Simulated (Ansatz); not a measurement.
# Run report: Ni, geometry relaxation (part 2 of 2)

Continued. System: Ni (1 atom in the cell). Method: DFT, PBE, PAW with Ansatz's default frozen-core files, scalar-relativistic, spin-polarised (Ansatz 0.2.0); cutoff 420 eV, 21×21×21 k-mesh, Fermi–Dirac smearing of 0.05 eV, collinear spins. The structure was built on a prototype by a generator; it need not be a known phase. It belongs to a series of runs on one base structure; here: bulk cell relaxed.

Geometry of the input (Å; fractional positions):
```
0.0000  1.7597  1.7597
1.7597  0.0000  1.7597
1.7597  1.7597  0.0000
Ni 0.0000  0.0000  0.0000
```

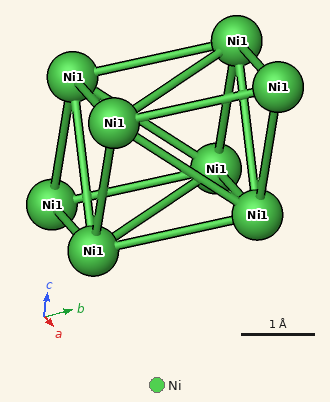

Figure 1. The geometry at step 2 of the log (ball-and-stick view of the cell of the calculation, seen slightly off an axis; atoms are numbered from 1 in the order of the input).

### What the program printed, continued
```
SCF iter   1: F=—  HF=-5839.727452 eV  |F-HF|=—  |Δ(HF+E_count)|=         —  Δρ=4.09e-6 (↑1.16e-6 ↓4.09e-6)  dr2=1.72e-9  dr2_m=2.92e-10  M=0.629 μB ∫|m|=0.720 μB  β_m=0.65  ethr=1.39e-7  ⟨swp⟩=2.5  Hψ=59944  notcnv=0
eigensolver tolerance schedule: the retry pair's looser diagonalisation over-reported the residual by 14537.66 of it (diagonalisation noise at 1.87 of the residual, at the tolerance the schedule requests for it); recorded, not acted on — ethr = c·dr2/N_el stays at c = 1.0e-1
preconditioner: auto → none  [metal: Δε(μ)=0.003 eV  Ē_g=16.703 eV  σ=0.050 eV  W_gap=0.01  n_scr=0 (ndim 8)  ℏωp=35.6 eV  f_vac=0.000  D(μ)=1.76/eV (n_scr^D=26)]
SCF iter   2: F=—  HF=-5839.727452 eV  |F-HF|=—  |Δ(HF+E_count)|=   4.42e-7  Δρ=3.20e-6 (↑3.20e-6 ↓2.50e-6)  dr2=1.66e-9  dr2_m=1.66e-11  M=0.629 μB ∫|m|=0.720 μB  β_m=0.38  ethr=9.55e-12  ⟨swp⟩=3.1  Hψ=16374  notcnv=0
SCF iter   3: F=—  HF=-5839.727452 eV  |F-HF|=—  |Δ(HF+E_count)|=  7.52e-10  Δρ=1.73e-6 (↑5.77e-7 ↓1.73e-6)  dr2=3.26e-10  dr2_m=4.47e-11  M=0.629 μB ∫|m|=0.720 μB  β_m=0.43  ethr=9.21e-12  ⟨swp⟩=2.1  Hψ=11148  notcnv=0
SCF iter   4: F=—  HF=-5839.727452 eV  |F-HF|=—  |Δ(HF+E_count)|=    0.00e0  Δρ=9.98e-7 (↑4.21e-7 ↓9.98e-7)  dr2=1.17e-10  dr2_m=1.01e-11  M=0.629 μB ∫|m|=0.720 μB  β_m=0.39  ethr=1.81e-12  ⟨swp⟩=1.0  Hψ=8008  notcnv=0
SCF iter   5: F=—  HF=-5839.727452 eV  |F-HF|=—  |Δ(HF+E_count)|=  1.55e-11  Δρ=4.45e-7 (↑1.94e-7 ↓4.45e-7)  dr2=2.11e-11  dr2_m=1.93e-12  M=0.629 μB ∫|m|=0.720 μB  β_m=0.69  ethr=1.00e-12  ⟨swp⟩=1.0  Hψ=8008  notcnv=0
SCF iter   6: F=—  HF=-5839.727452 eV  |F-HF|=—  |Δ(HF+E_count)|=  1.82e-12  Δρ=1.39e-7 (↑8.53e-8 ↓1.39e-7)  dr2=2.19e-13  dr2_m=1.24e-12  M=0.629 μB ∫|m|=0.720 μB  β_m=0.85  ethr=1.00e-12  ⟨swp⟩=1.0  Hψ=8008  notcnv=0
SCF iter   7: F=-5839.727452 eV  HF=-5839.727452 eV  |F-HF|=9.09e-13  |Δ(HF+E_count)|=  2.73e-12  Δρ=1.29e-7 (↑6.31e-8 ↓1.29e-7)  dr2=2.08e-12  dr2_m=1.59e-13  M=0.629 μB ∫|m|=0.720 μB  ethr=1.00e-12  ⟨swp⟩=3.3  Hψ=29257  notcnv=0
SCF 4 converged in 7 iterations: F = -5839.727452 eV  dr2 = 2.08e-12
relax step   4: F+E_penalty+E_count = -5839.72745236 eV  Δ(F+E_penalty+E_count) = +4.035e-6 eV  max|allowed force component| = 0.000e0 eV/Å  Δτ_max = 0.0000 Å  P = +0.003 GPa  Ω = 10.891 Å³  stress off target by 2.76e-3 GPa  SCF on the basis re-selected at this cell (its energy is not comparable with the rows above)  (7 SCF iters)
```

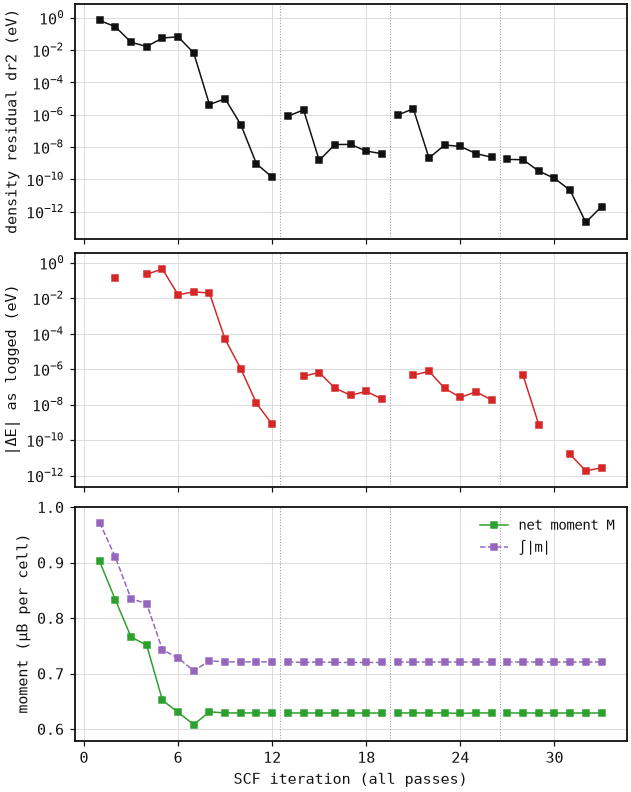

Figure 2. Convergence of the self-consistent field: density residual dr2, size of the energy change and magnetic moment against the SCF iteration. The dotted lines part the SCF passes of the relaxation: geometry steps, rejected trials and re-solves on a re-selected basis. The passes take 12, 7, 7 and 7 iterations. The net moment goes from 0.9 to 0.6 μB per cell.

```
basis re-selected at this cell: Δ(F+E_penalty+E_count) = +4.035e-6 eV, ΔP = +0.002 GPa vs the last step (what re-selecting the basis moved, of the pressure what is left beyond the Pulay correction that the steps carried, after the strain that the cell walked since its last selection, with what the two solves' SCF thresholds leave and, on support functions, any second-order correction that the steps lacked; it is no measure of the basis error at this ecutwfc). This SCF's stress stands 2.76e-3 GPa from its target on what of the cell is left free (relax.cell.stress_tol is 5.00e-2 GPa) and its largest allowed force component is 0.00e0 eV/Å (relax.f_tol is 5.00e-3 eV/Å): within both
SCF converged after 7 iterations
Magnetization: 0.6285 μB (9.3143 up, 8.6857 down)
Absolute magnetization: 0.7209 μB (∫|ρ↑−ρ↓|, with the PAW one-centre terms)
Spin contamination: 0.0071 ħ² per cell (⟨S²⟩ above its minimum at these occupations)
Per-site moments (μB) at R_I (Å): [(0.6675596672539577, 1.0263152070199535)]
Free energy (F): -5839.727452 eV
Harris-Foulkes:  -5839.727452 eV  (|F-HF|=9.09e-13)
Internal energy: -5839.713031 eV  (E = F + TS)
E sigma→0 (E₀):  -5839.720242 eV
Entropy (-TS):   -0.014421 eV (-14.421 meV/atom)
Fermi energy:    18.166716 eV
--- Per-component energies (eV) ---
  E_band       = -284.641870
  E_kinetic    = 282.090186
  E_local      = -3438.676960  (includes V_loc(G=0)·N_el)
  E_nonlocal   = 635.552646
  E_hartree    = 1435.386033
  E_xc         = -84.792051
  E_vxc        = -109.338747  (∫ρ·V_xc dr)
  E_paw        = -1629.639560  (= ΣΔE_a)
  E_vpaw       = -525.041535  (= ΣTr[D̂ρ^β])
  E_aug_tail   = 0.000586  (compensation charges beyond the density's cutoff)
  E_ewald      = -3039.633910
  E_smearing   = -0.014421  (= −TS)
  E_closure    = -0.000000  (closes the sum)
  Σ components = -5839.727452   (vs F -5839.727452, Δ=0.00e0)
--- Forces (eV/Å), atoms counted from 1 ---
  atom   1  Ni    -0.00000000     0.00000000     0.00000000
  max |Σ_I F_I| component: 1.56e-31 eV/Å
--- Stress (GPa, compression-positive) ---
        0.002757      -0.000000      -0.000000
       -0.000000       0.002757      -0.000000
        0.000000       0.000000       0.002757
  P = ⅓ Tr σ = 0.0028 GPa (0.028 kbar)
--- Band table (eV; the first three rows and the last of 572) ---
  k-point 0 ↑: bands = ["-85.5085", "-45.7662", "-45.7662", "-45.7662", "9.0428", "15.7034", "15.7034", "15.7034", "16.8943", "16.8943", "41.6433", "45.6060", "45.6060", "45.6060"]
  k-point 1 ↑: bands = ["-85.5078", "-45.7711", "-45.7670", "-45.7670", "9.1317", "15.6801", "15.7237", "15.7237", "16.8855", "16.8855", "41.3798", "44.2851", "45.3480", "45.3480"]
  k-point 2 ↑: bands = ["-85.5056", "-45.7853", "-45.7690", "-45.7690", "9.3957", "15.6149", "15.7791", "15.7791", "16.8644", "16.8644", "40.1108", "43.0260", "44.8304", "44.8304"]
  k-point 285 ↓: bands = ["-84.6228", "-45.0988", "-45.0879", "-45.0290", "14.7453", "15.5610", "15.7605", "17.4000", "18.5461", "25.3044", "26.3977", "28.4803", "29.4485", "47.5935"]
--- Relaxed structure (3 steps of the walk, 3 accepted, 1 SCFs on fresh bases) ---
  F+E_penalty+E_count = -5839.72745236 eV   max|allowed force component| = 0.000e0 eV/Å   (the final SCF, on the basis selected at the relaxed cell)
  cell:  # Å, volume = 10.8907 Å³
    - [-1.8152262867190538e-34, 1.7593077394392351, 1.7593077394392351]
    - [1.7593077394392351, -5.1909102585123825e-34, 1.7593077394392351]
    - [1.7593077394392351, 1.7593077394392351, -2.9298389189149645e-34]
  atoms:
    - { symbol: Ni, position: [0.0, 0.0, 0.0] }
```

### File rho_z.tsv
```
# z_ang	rho[e/angstrom^3]	rho_spin[e/angstrom^3]
# format = ansatz-planar-average/11
# lattice	-0.000000000	1.759307739	1.759307739
# lattice	1.759307739	-0.000000000	1.759307739
# lattice	1.759307739	1.759307739	-0.000000000
# sites	1
# site	28	0.000000000	0.000000000	0.000000000
0.000000	4.557071e0	1.995549e-1
0.138224	4.136371e0	1.754318e-1
0.276449	3.131114e0	1.220951e-1
0.414673	2.052362e0	7.174809e-2
0.552897	1.240191e0	3.774533e-2
0.691121	7.471852e-1	1.732236e-2
0.829346	4.842251e-1	5.308830e-3
0.967570	3.566869e-1	-1.710983e-3
1.105794	3.034800e-1	-5.212564e-3
1.244018	2.898785e-1	-6.154347e-3
1.382243	3.034800e-1	-5.212564e-3
1.520467	3.566869e-1	-1.710983e-3
1.658691	4.842251e-1	5.308830e-3
1.796916	7.471852e-1	1.732236e-2
1.935140	1.240191e0	3.774533e-2
2.073364	2.052362e0	7.174809e-2
2.211588	3.131114e0	1.220951e-1
2.349813	4.136371e0	1.754318e-1
```

### File v_z.tsv
```
# z_ang	v_es[eV]	v_tot_up[eV]	v_tot_dn[eV]
# format = ansatz-planar-average/11
# xc	pbe
# density_cutoff_ev	1680
# datasets	Ni=:simpson_from_first_knot:soft
# lattice	-0.000000000	1.759307739	1.759307739
# lattice	1.759307739	-0.000000000	1.759307739
# lattice	1.759307739	1.759307739	-0.000000000
# sites	1
# site	28	0.000000000	0.000000000	0.000000000
0.000000	-2.643263e0	-1.739001e1	-1.733429e1
0.138224	-2.026187e0	-1.664577e1	-1.659761e1
0.276449	-2.418811e-1	-1.449698e1	-1.446508e1
0.414673	2.526622e0	-1.117783e1	-1.116196e1
0.552897	5.979458e0	-7.050224e0	-7.049203e0
0.691121	9.694037e0	-2.592814e0	-2.614135e0
0.829346	1.314809e1	1.590185e0	1.524594e0
0.967570	1.583080e1	4.877921e0	4.748606e0
1.105794	1.738412e1	6.824484e0	6.640237e0
1.244018	1.783615e1	7.412292e0	7.207392e0
1.382243	1.738412e1	6.824484e0	6.640237e0
1.520467	1.583080e1	4.877921e0	4.748606e0
1.658691	1.314809e1	1.590185e0	1.524594e0
1.796916	9.694037e0	-2.592814e0	-2.614135e0
1.935140	5.979458e0	-7.050224e0	-7.049203e0
2.073364	2.526622e0	-1.117783e1	-1.116196e1
2.211588	-2.418811e-1	-1.449698e1	-1.446508e1
2.349813	-2.026187e0	-1.664577e1	-1.659761e1
```

### Trajectory as extended XYZ (Å, eV, eV/Å), 4 frames, from step=1 to step=4
```
1
Lattice="0.0000 1.7597 1.7597 1.7597 0.0000 1.7597 1.7597 1.7597 0.0000" Properties=species:S:1:pos:R:3:forces:R:3 step=1 energy=-5839.72745 pressure_GPa=-0.13
Ni    0.0000    0.0000    0.0000    0.0000   0.0000   0.0000
1
Lattice="0.0000 1.7595 1.7595 1.7595 0.0000 1.7595 1.7595 1.7595 0.0000" Properties=species:S:1:pos:R:3:forces:R:3 step=2 energy=-5839.72745 pressure_GPa=-0.07
Ni    0.0000    0.0000    0.0000    0.0000   0.0000   0.0000
1
Lattice="0.0000 1.7593 1.7593 1.7593 0.0000 1.7593 1.7593 1.7593 0.0000" Properties=species:S:1:pos:R:3:forces:R:3 step=3 energy=-5839.72746 pressure_GPa=0.00
Ni    0.0000    0.0000    0.0000    0.0000   0.0000   0.0000
1
Lattice="0.0000 1.7593 1.7593 1.7593 0.0000 1.7593 1.7593 1.7593 0.0000" Properties=species:S:1:pos:R:3:forces:R:3 step=4 energy=-5839.72745 pressure_GPa=0.00
Ni    0.0000    0.0000    0.0000    0.0000   0.0000   0.0000
```

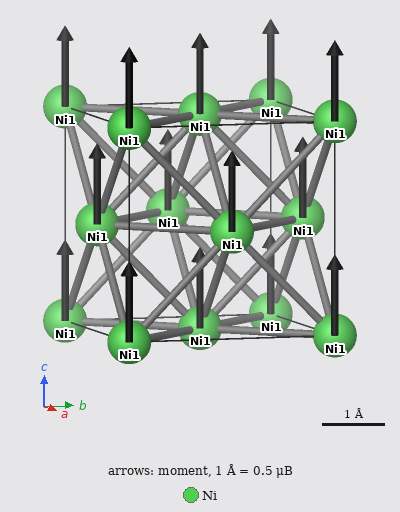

Figure 3. Magnetic moments of the sites as black arrows (ball-and-stick view of the cell 4 times as large as that of the calculation, set on its symmetry axes, seen slightly off an axis; atoms are numbered from 1 in the order of the input); small moments hardly show. The run is collinear, so the axis drawn is arbitrary. Site moments: Ni1 (0.67 μB). They are counted near the atoms and needn't add up to the moment of the cell.

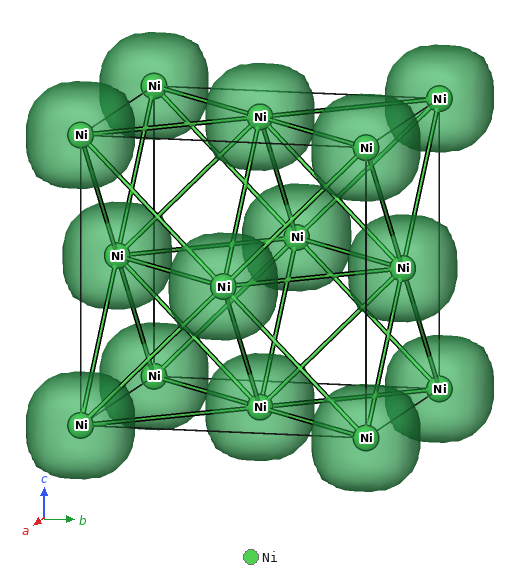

Figure 4. Isosurfaces of the spin density (up minus down) at +0.1 (green) and −0.1 e/Å³ (red), seen slightly off an axis. Sticks mark near contacts. The outline is the cell set on symmetry axes. The cell of the calculation (1 atoms) carries 0.6 μB net. Only one sign reaches the isovalue. Core electrons are frozen (PAW), so the fields are smoothed inside the atomic spheres.

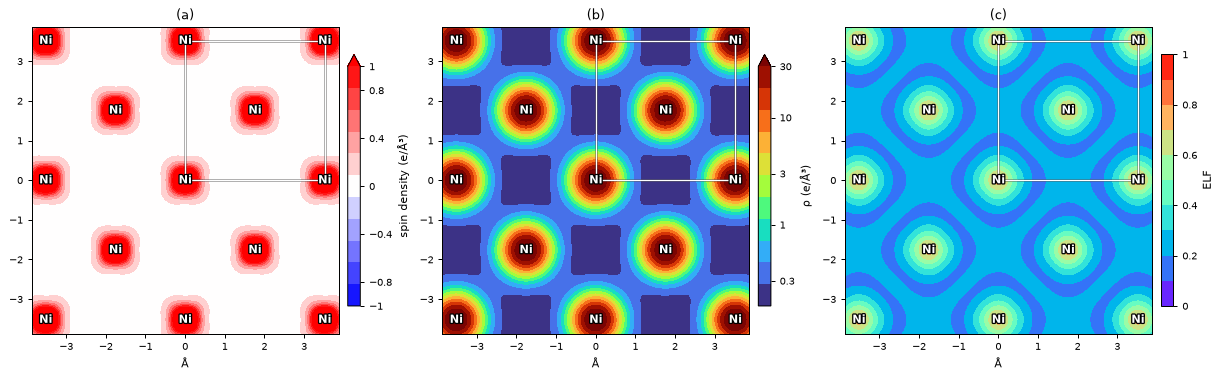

Figure 5. (a) spin density; (b) valence pseudo-density; (c) ELF on the (010) plane of the conventional cell. The section cuts through Ni sites. Ni–Ni (2.49 Å): ρ at the midpoint is about 0.32 e/Å³; the ELF is about 0.25 at the midpoint; no shared electron pair. Away from the nuclei the density in this plane falls to 0.17 e/Å³ at its lowest. The strong features right at Ni lie inside the PAW spheres (semicore, d or f shells) and say nothing about bonding. The cell of the calculation (1 atoms) carries 0.6 μB net.
